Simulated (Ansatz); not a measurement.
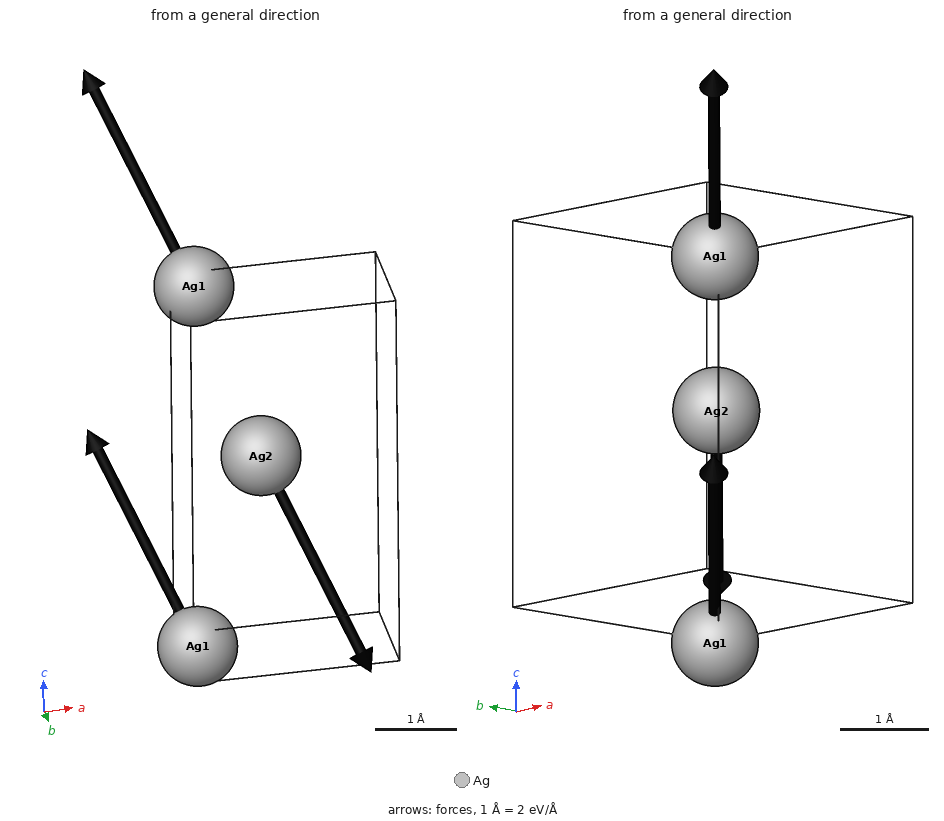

Spheres-only model, viewed from two general directions. The simulation cell is drawn as a box. The arrows are the computed forces on the atoms.

System: Ag. Level of theory and settings: DFT PBEsol, scalar-relativistic, plane waves, PAW in Ansatz 0.2.0, a basis cut at 420 eV, 12×12×8 k-mesh, Gaussian smearing of 0.15 eV, no spin polarisation.

Would an optimiser stop at this geometry?

No. The atoms still feel forces of up to about 5.1 eV/Å, far above a usual threshold of 0.01 to 0.03 eV/Å.

Name the atom under the greatest force.

Ag1 and Ag2, about 5.1 eV/Å.

The initial geometry was a structure listed in the Materials Project. The cell was then strained or its atoms displaced on purpose. It was the input of a calculation with Ansatz.
